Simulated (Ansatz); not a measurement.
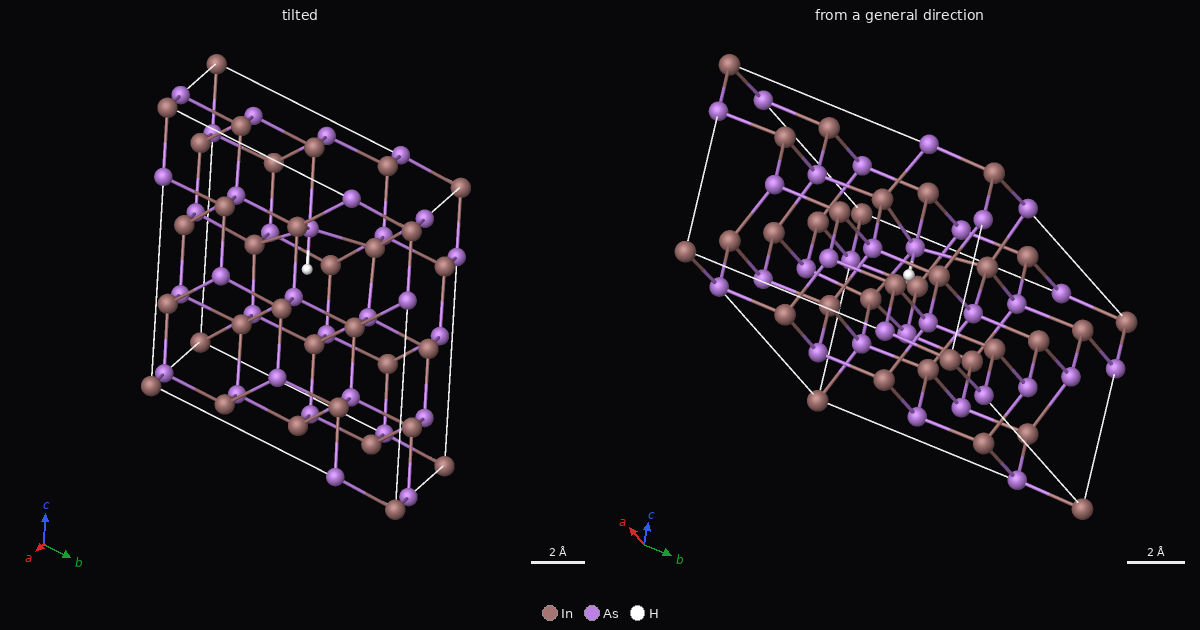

The figure gives a ball-and-stick picture of the atoms, viewed slightly off an axis and from a general direction. Lines trace the edges of the supercell. The host is InAs, in a cell of 32 sites, and the cell is neutral.

Question: Spot the defect.

Answer: An interstitial hydrogen atom. It is bonded to one As at about 1.6 Å.

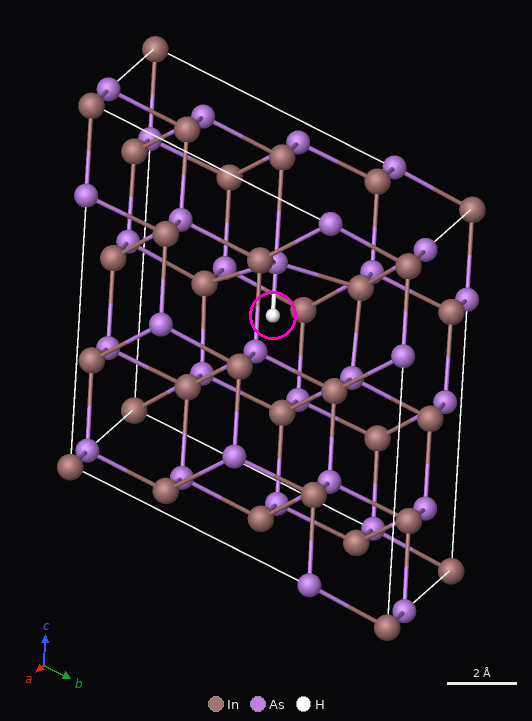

The same cell with a ring at the defect's site.

The atoms were relaxed in the host's cell with Ansatz 0.2.0, DFT PBE, scalar-relativistic, plane waves, PAW.
